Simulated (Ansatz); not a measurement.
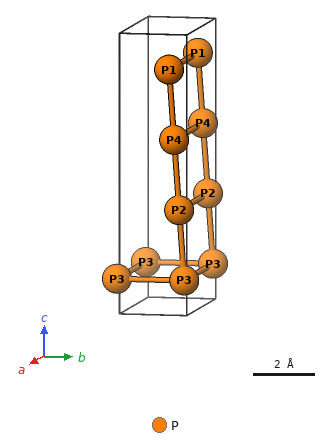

Fig. 1: The input geometry of the first run (ball-and-stick view of the cell of the calculation, seen slightly off an axis; atoms are numbered from 1 in the order of the input). An atom can appear more than once, as a periodic image. Near neighbours in the periodic cell (some may lie outside the picture): P has 6 P at 2.40 to 2.51 Å.

## P: a changed input and its effect

System: P (P2/m, 4 atoms in the cell).
Method of the first run: DFT PBEsol, scalar-relativistic, plane waves, PAW, no spin polarisation (Ansatz 0.2.0).

The structure derives from a Materials Project entry. Text and figures count atoms from 1; the logs count them from 0 in places.

The input, the first run:
```yaml
crystal:
  lattice:
    - [-2.4347371633, 0.0, -0.0052449062]
    - [0.0, -2.4346254889, 0.0]
    - [-0.0198044141, -0.7303876467, 9.5858951055]
  atoms:
    - { symbol: P, position: [1.0, -0.2625, 0.875] }
    - { symbol: P, position: [1.0, -0.1125, 0.375] }
    - { symbol: P, position: [0.0, -0.0375, 0.125] }
    - { symbol: P, position: [0.0, -0.1875, 0.625] }
basis:
  ecutwfc: 420
kpoints:
  mp_grid: { grid: [24, 24, 6] }
hamiltonian:
  xc: pbesol
scf:
  occupations: { method: gaussian, width: 0.15 }
output:
  forces: true
  stress: true
  eigenvalues: true
  write_density: true
  write_potential: true
  elf: true
  volumetric_format: npy
```

Launched with:
```bash
ansatz run input.yaml --threads 2 --pin off --max-ram 5120MiB --backend cpu --events-out ev --progress --plain --runs-dir out
```

Hardware: 2 threads of Intel Xeon @ 2.50GHz (Skylake/Cascade Lake), 32 GiB of memory available, shared host.

Output, shortened to warnings, some set-up lines, iterations and results (the first run):
```
Basis set: ecut = 420 eV, 1077 PW (Γ), exchange–correlation on 36×36×144 points (8 copies of the dense FFT grid, shifted against one another)
Symmetry: 2 space group operations
k-points: 1732 of 3456
Initial density: superposition of atomic densities (neutral atoms: chi_scale 0, normalization atom), corrected by the library's trained network
[...]
SCF iter   1: F=—  HF=-2960.012876 eV  |F-HF|=—  |Δ(HF+E_count)|=         —  Δρ=2.35e-3  dr2=6.42e-3  ethr=1.77e-3  ⟨swp⟩=5.9  Hψ=154294  notcnv=0
SCF iter   2: F=—  HF=-2960.012582 eV  |F-HF|=—  |Δ(HF+E_count)|=   2.94e-4  Δρ=1.46e-3  dr2=3.97e-3  ethr=3.21e-5  ⟨swp⟩=1.3  Hψ=39955  notcnv=0  defer=5
SCF iter   3: F=—  HF=-2960.012374 eV  |F-HF|=—  |Δ(HF+E_count)|=   2.08e-4  Δρ=4.16e-4  dr2=1.28e-3  ethr=1.98e-5  ⟨swp⟩=1.9  Hψ=28119  notcnv=0  defer=5
SCF iter   4: F=—  HF=-2960.012265 eV  |F-HF|=—  |Δ(HF+E_count)|=   1.10e-4  Δρ=1.17e-4  dr2=1.28e-5  ethr=6.41e-6  ⟨swp⟩=1.8  Hψ=28975  notcnv=0  defer=5
SCF iter   5: F=—  HF=-2960.012254 eV  |F-HF|=—  |Δ(HF+E_count)|=   1.02e-5  Δρ=3.51e-5  dr2=8.15e-7  ethr=6.41e-8  ⟨swp⟩=2.0  Hψ=35665  notcnv=0  defer=5
SCF iter   6: F=—  HF=-2960.012255 eV  |F-HF|=—  |Δ(HF+E_count)|=   1.08e-7  Δρ=1.36e-5  dr2=3.12e-7  ethr=5.00e-10  ⟨swp⟩=10.7  Hψ=199169  notcnv=0
SCF iter   7: F=-2960.012255 eV  HF=-2960.012255 eV  |F-HF|=1.06e-10  |Δ(HF+E_count)|=   4.07e-8  Δρ=2.50e-6  dr2=2.30e-9  ethr=5.00e-10  ⟨swp⟩=6.2  Hψ=151807  notcnv=0
SCF 1 converged in 7 iterations: F = -2960.012255 eV  dr2 = 2.30e-9
SCF converged after 7 iterations
Free energy (F): -2960.012255 eV
Harris-Foulkes:  -2960.012255 eV  (|F-HF|=1.06e-10)
Internal energy: -2959.997406 eV  (E = F + TS)
E sigma→0 (E₀):  -2960.004830 eV
Entropy (-TS):   -0.014848 eV (-3.712 meV/atom)
Fermi energy:    11.376290 eV
--- Per-component energies (eV) ---
  E_band       = 90.641793
  E_kinetic    = 287.744277
  E_local      = -94.670484  (includes V_loc(G=0)·N_el)
  E_nonlocal   = 134.003130
  E_hartree    = 20.907294
  E_xc         = -247.880171
  E_vxc        = -248.051503  (∫ρ·V_xc dr)
  E_paw        = -2215.989251  (= ΣΔE_a)
  E_vpaw       = -30.198160  (= ΣTr[D̂ρ^β])
  E_aug_tail   = 0.000013  (compensation charges beyond the density's cutoff)
  E_ewald      = -844.296597
  E_core_change = 0.184384  (= ΣΔE_core)
  E_smearing   = -0.014848  (= −TS)
  E_closure    = 0.000000  (closes the sum)
  Σ components = -2960.012255   (vs F -2960.012255, Δ=0.00e0)
--- Forces (eV/Å), atoms counted from 1 ---
  atom   1  P      0.00052518    -0.45269409    -0.27334924
  atom   2  P      0.00046094     0.03541532    -0.21854411
  atom   3  P     -0.00052518     0.45269409     0.27334924
  atom   4  P     -0.00046094    -0.03541532     0.21854411
  max |Σ_I F_I| component: 2.78e-17 eV/Å
--- Stress (GPa, compression-positive) ---
       -1.286689      -0.006843      -0.012086
       -0.006843      -0.554643       3.745319
       -0.012086       3.745319       2.205002
  P = ⅓ Tr σ = 0.1212 GPa (1.212 kbar)
```

For the second run the input was changed thus:
```diff
-    - [-0.0198044141, -0.7303876467, 9.5858951055]
+    - [-0.0198044141, -1.2173127444, 9.5858951055]
-    - { symbol: P, position: [1.0, -0.2625, 0.875] }
-    - { symbol: P, position: [1.0, -0.1125, 0.375] }
-    - { symbol: P, position: [0.0, -0.0375, 0.125] }
-    - { symbol: P, position: [0.0, -0.1875, 0.625] }
+    - { symbol: P, position: [1.0, -0.4375, 0.875] }
+    - { symbol: P, position: [1.0, -0.1875, 0.375] }
+    - { symbol: P, position: [0.0, -0.0625, 0.125] }
+    - { symbol: P, position: [0.0, -0.3125, 0.625] }
```

How does the second run compare with the first run?

With the same functional and potentials, the second run lies 39.4 meV per atom higher. The pressure goes from 0.12 to 0.99 GPa. The number of SCF iterations is the same. The plane waves at Γ go from 1077 to 1073.

Output, shortened to warnings, some set-up lines, iterations and results (the second run):
```
Warning: crystal.symmetry: narrowed to the stabiliser of the k-point mesh — unitary ops 4 → 2; excluded 2 operations that carry a point of the 24×24×6 mesh (shift [0, 0, 0]) off the mesh (the run samples exactly the mesh kpoints.mp_grid names, as under crystal.symmetry.detect: false, and its converged state has the mesh's symmetry, not the crystal's; ε∞, the Born charges and the force constants …
Basis set: ecut = 420 eV, 1073 PW (Γ), exchange–correlation on 36×36×144 points (8 copies of the dense FFT grid, shifted against one another)
Symmetry: 2 space group operations
k-points: 1732 of 3456
Initial density: superposition of atomic densities (neutral atoms: chi_scale 0, normalization atom), corrected by the library's trained network
[...]
SCF iter   1: F=—  HF=-2959.856272 eV  |F-HF|=—  |Δ(HF+E_count)|=         —  Δρ=2.73e-3  dr2=1.59e-2  ethr=1.77e-3  ⟨swp⟩=5.9  Hψ=153895  notcnv=0
SCF iter   2: F=—  HF=-2959.855753 eV  |F-HF|=—  |Δ(HF+E_count)|=   5.19e-4  Δρ=1.80e-3  dr2=1.11e-2  ethr=7.97e-5  ⟨swp⟩=1.1  Hψ=38303  notcnv=0  defer=5
SCF iter   3: F=—  HF=-2959.855252 eV  |F-HF|=—  |Δ(HF+E_count)|=   5.00e-4  Δρ=7.98e-4  dr2=4.62e-3  ethr=5.57e-5  ⟨swp⟩=1.8  Hψ=27839  notcnv=0  defer=5
SCF iter   4: F=—  HF=-2959.854843 eV  |F-HF|=—  |Δ(HF+E_count)|=   4.09e-4  Δρ=2.01e-4  dr2=5.02e-5  ethr=2.31e-5  ⟨swp⟩=1.7  Hψ=29961  notcnv=0  defer=5
SCF iter   5: F=—  HF=-2959.854828 eV  |F-HF|=—  |Δ(HF+E_count)|=   1.50e-5  Δρ=5.32e-5  dr2=1.16e-6  ethr=2.51e-7  ⟨swp⟩=2.1  Hψ=34599  notcnv=0  defer=5
SCF iter   6: F=—  HF=-2959.854828 eV  |F-HF|=—  |Δ(HF+E_count)|=   3.78e-7  Δρ=2.04e-5  dr2=8.48e-7  ethr=5.79e-9  ⟨swp⟩=2.0  Hψ=36948  notcnv=0  defer=5
SCF iter   7: F=-2959.854828 eV  HF=-2959.854828 eV  |F-HF|=6.08e-10  |Δ(HF+E_count)|=   1.10e-7  Δρ=3.46e-6  dr2=3.72e-9  ethr=5.00e-10  ⟨swp⟩=7.8  Hψ=181181  notcnv=0
SCF 1 converged in 7 iterations: F = -2959.854828 eV  dr2 = 3.72e-9
SCF converged after 7 iterations
Free energy (F): -2959.854828 eV
Harris-Foulkes:  -2959.854828 eV  (|F-HF|=6.08e-10)
Internal energy: -2959.838193 eV  (E = F + TS)
E sigma→0 (E₀):  -2959.846511 eV
Entropy (-TS):   -0.016635 eV (-4.159 meV/atom)
Fermi energy:    11.365995 eV
--- Per-component energies (eV) ---
  E_band       = 90.952842
  E_kinetic    = 287.472485
  E_local      = -93.777864  (includes V_loc(G=0)·N_el)
  E_nonlocal   = 134.267285
  E_hartree    = 20.548244
  E_xc         = -247.746634
  E_vxc        = -247.875830  (∫ρ·V_xc dr)
  E_paw        = -2216.022173  (= ΣΔE_a)
  E_vpaw       = -30.229658  (= ΣTr[D̂ρ^β])
  E_aug_tail   = 0.000013  (compensation charges beyond the density's cutoff)
  E_ewald      = -844.763933
  E_core_change = 0.184384  (= ΣΔE_core)
  E_smearing   = -0.016635  (= −TS)
  E_closure    = 0.000000  (closes the sum)
  Σ components = -2959.854828   (vs F -2959.854828, Δ=0.00e0)
--- Forces (eV/Å), atoms counted from 1 ---
  atom   1  P      0.00097058     0.00328090    -0.51637775
  atom   2  P      0.00057523    -0.00260353    -0.26769308
  atom   3  P     -0.00097058    -0.00328090     0.51637775
  atom   4  P     -0.00057523     0.00260353     0.26769308
  max |Σ_I F_I| component: 1.08e-19 eV/Å
--- Stress (GPa, compression-positive) ---
       -0.746519       0.000124      -0.012604
        0.000124       0.051585      -0.065012
       -0.012604      -0.065012       3.671795
  P = ⅓ Tr σ = 0.9923 GPa (9.923 kbar)
```

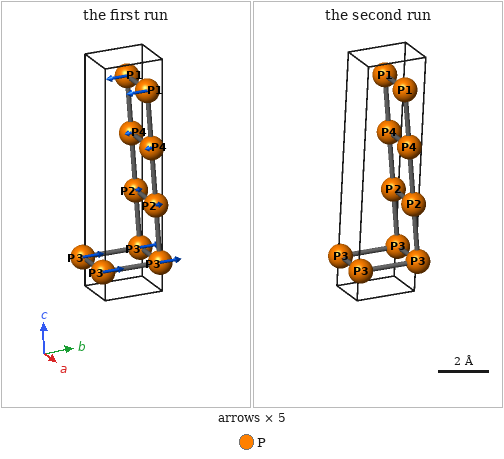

Fig. 2: The two input geometries at one scale (ball-and-stick view of the cell of the calculation, seen slightly off an axis). The blue arrows on the first give the shifts of the atoms relative to the cell, with their mean removed, magnified 5 times. The largest moves relative to the cell, 0.18 Å, are those of P1 and P3. (The mean shift of all atoms is removed.) The drawn cell changes at constant volume: a = b stay at 2.435 Å, c 9.614 → 9.663 Å (+0.5 %), α 85.6° → 82.8°. Among the contacts that change: P1–P3 2.505 → 2.688 Å.

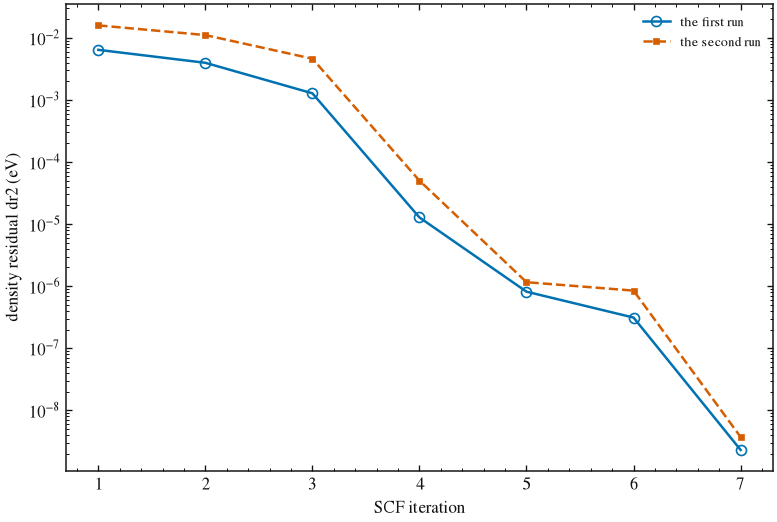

Fig. 3: Convergence of the two runs: density residual dr2 against the SCF iteration. The first run takes 7 iterations in all, and the second run takes 7.

The two runs side by side:

| quantity | the first run | the second run |
| --- | --- | --- |
| outcome | converged | converged |
| free energy per atom (eV) | −740.0031 | −739.9637 |
| energy per atom, smearing taken to zero (eV) | −740.0012 | −739.9616 |
| gap on the mesh (eV) | 0.00 | 0.00 |
| pressure (GPa) | 0.12 | 0.99 |
| largest force (eV/Å) | 0.529 | 0.516 |
| SCF iterations | 7 | 7 |
| irreducible k-points | 1732 | 1732 |
| plane waves at Γ | 1077 | 1073 |
| wall time (shared host) | 72 s | 63 s |

For the second run: Warnings: the k-point mesh lowers the symmetry that the run can use.
